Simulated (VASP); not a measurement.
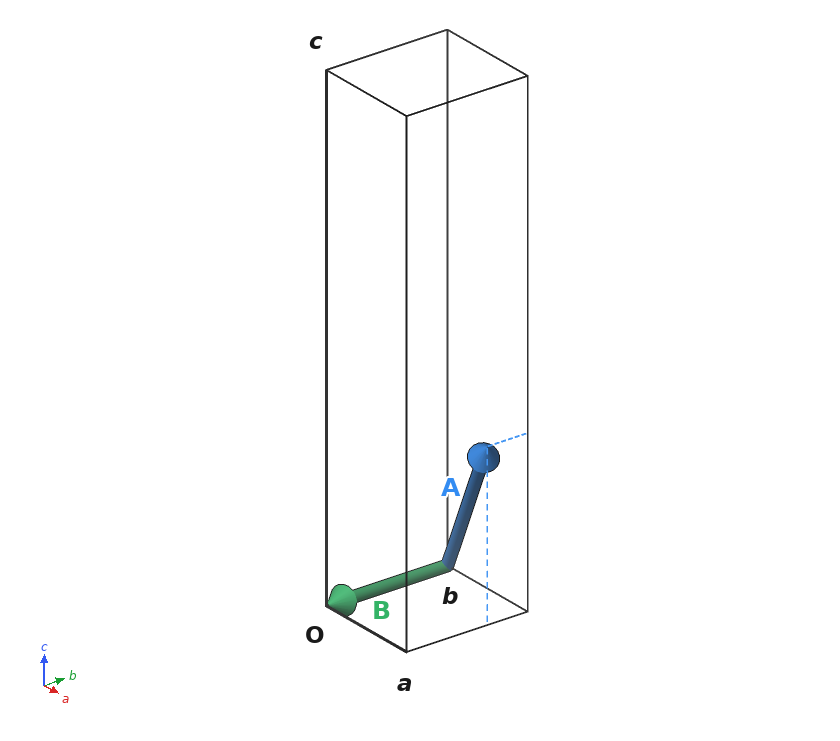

Crystal: Al₂O₃, the geometry relaxed with VASP Kohn-Sham DFT of a periodic cell, BEEF-vdW, VASP PAW PBE potentials, recommended in VASP 6.6.1. Each arrow starts at a corner of the unit cell and ends on its surface; where a tip isn't a corner, dashed lines run from it parallel to the axes. All values are computed from the atomic coordinates in the standard setting (tolerance 0.002 Å).

a = 4.809 Å, b = 4.809 Å, c = 13.122 Å, α = 90.00°, β = 90.00°, γ = 120.00°.

> Which lattice directions are drawn?

Arrow A runs from (0, 1, 0) to (1, 2/3, 1/3), so [3 −1 1], in four indices [7 −5 −2 3]; Arrow B runs from (0, 1, 0) to (0, 0, 0), so [0 −1 0], in four indices [1 −2 1 0].

> How long is the vector ua + vb + wc in each case, and what angles do the directions make?

A 21.745 Å; B 4.809 Å. A–B: 56.4°.
